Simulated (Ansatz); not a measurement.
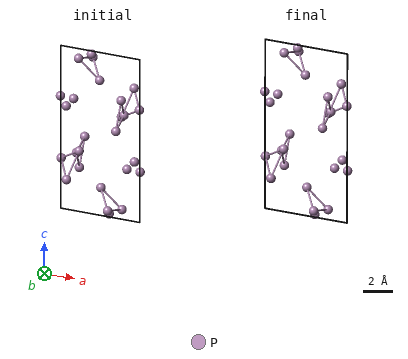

The structure of a crystal of P (built on the database_2 type) (coarse preliminary run) before (left) and after (right) a relaxation, at one scale.

Style: ball-and-stick. Shown: the cell of the calculation, along the b axis.

Case: structure listed in a database for this formula (P-1, No. 2).

All numbers below come from DFT PBE, scalar-relativistic, plane waves, PAW in Ansatz 0.2.0.

Input file:
```yaml
crystal:
  lattice:
    - [5.671114286, 0.0, 0.0]
    - [-2.0865600266, 10.9397556128, 0.0]
    - [-1.8655915169, -1.0541351676, 11.1158269508]
  atoms:
    - { symbol: P, position: [0.07157713, 0.00122574, 0.18154831] }
    - { symbol: P, position: [0.92842287, 0.99877426, 0.81845169] }
    - { symbol: P, position: [0.83807914, 0.94748356, 0.31227693] }
    - { symbol: P, position: [0.16192086, 0.05251644, 0.68772307] }
    - { symbol: P, position: [0.00450066, 0.14025558, 0.30977611] }
    - { symbol: P, position: [0.99549934, 0.85974442, 0.69022389] }
    - { symbol: P, position: [0.23137223, 0.01051914, 0.37168295] }
    - { symbol: P, position: [0.76862777, 0.98948086, 0.62831705] }
    - { symbol: P, position: [0.77502211, 0.37312066, 0.0598843] }
    - { symbol: P, position: [0.22497789, 0.62687934, 0.9401157] }
    - { symbol: P, position: [0.59224827, 0.18050545, 0.03526101] }
    - { symbol: P, position: [0.40775173, 0.81949455, 0.96473899] }
    - { symbol: P, position: [0.50857738, 0.30581239, 0.17146258] }
    - { symbol: P, position: [0.49142262, 0.69418761, 0.82853742] }
    - { symbol: P, position: [0.38778894, 0.32149375, 0.98095889] }
    - { symbol: P, position: [0.61221106, 0.67850625, 0.01904111] }
    - { symbol: P, position: [0.30275423, 0.68711479, 0.46727782] }
    - { symbol: P, position: [0.69724577, 0.31288521, 0.53272218] }
    - { symbol: P, position: [0.93218137, 0.62702299, 0.36596661] }
    - { symbol: P, position: [0.06781863, 0.37297701, 0.63403339] }
    - { symbol: P, position: [0.1994916, 0.51028171, 0.35890233] }
    - { symbol: P, position: [0.8005084, 0.48971829, 0.64109767] }
    - { symbol: P, position: [0.23553832, 0.68051995, 0.27137823] }
    - { symbol: P, position: [0.76446168, 0.31948005, 0.72862177] }
basis:
  ecutwfc: 420
kpoints:
  mp_grid: { grid: [4, 2, 2] }
hamiltonian:
  xc: pbe
scf:
  occupations: { method: gaussian, width: 0.1 }
  lower_state_search: "off"
output:
  forces: true
  stress: true
  eigenvalues: true
relax:
  adjacent_minimum: "off"
  f_tol: 0.04
  max_steps: 70
  cell: { stress_tol: 0.4 }
```

Question: Summarise the run.

Answer: After 2 accepted moves (3 points after the start) the energy has fallen by 11.3 meV per atom. The largest force component goes from 0.66 to 0.035 eV/Å. Pressure: 2.14 GPa at the start and 0.19 GPa at the end. At 1 point the geometry stayed and the basis and grid were re-selected for the new cell (energy shift of 0.9 meV per atom at most each time). The largest moves relative to the cell, 0.061 Å, are those of P21 and P22. P22 goes roughly along [−1 −3 −1]. The drawn cell changes as follows: a 5.671 → 5.896 Å (+4.0 %), b 11.137 → 11.587 Å (+4.0 %), c 11.320 → 11.752 Å (+3.8 %), α 93.5° → 93.7°, β 99.5° → 99.2°, γ 100.8° → 100.6°; the volume changes by +12.4 %. Near-neighbour distances that change, for instance: P10–P12 2.180 → 2.206 Å, P11–P13 2.186 → 2.209 Å. The space group stays P-1 (No. 2).
